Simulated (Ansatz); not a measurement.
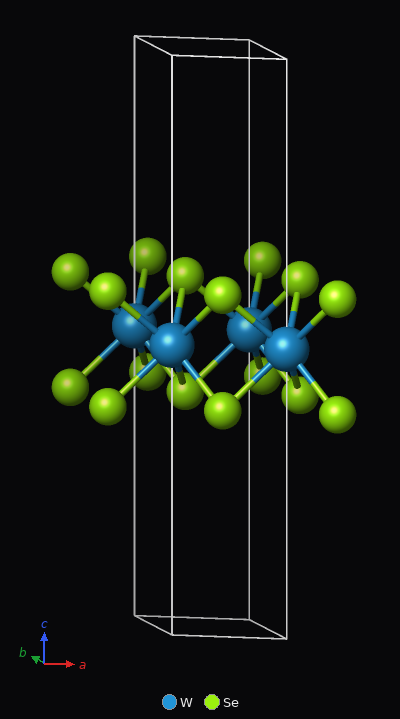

Shown here is a ball-and-stick view of the crystal, taken from the side at a slight tilt. The simulation cell is outlined; an atom on or near a face, edge or corner is repeated at each equivalent position. Atoms just outside the outline that bond to atoms inside are added.

WSe2, a = 3.31 Å, b = 3.31 Å, c = 16.66 Å, α = 90.00°, β = 90.00°, γ = 120.00°.

The calculation used DFT r2SCAN, scalar-relativistic, plane waves, PAW in Ansatz, with a basis cut at 500 eV, k-points on a 12×12×2 grid, Gaussian smearing of 0.05 eV, no spin polarisation.

Classify it as metallic or gapped, with the value.

A semiconductor at this level, with a gap of 1.64 eV on the k-mesh (the true edges may lie between mesh points, so the gap can be somewhat smaller).

Its origin is a structure listed in the Materials Project. Earlier steps of the study may have refined or changed the cell and positions. It was run through Ansatz as a DFT input.
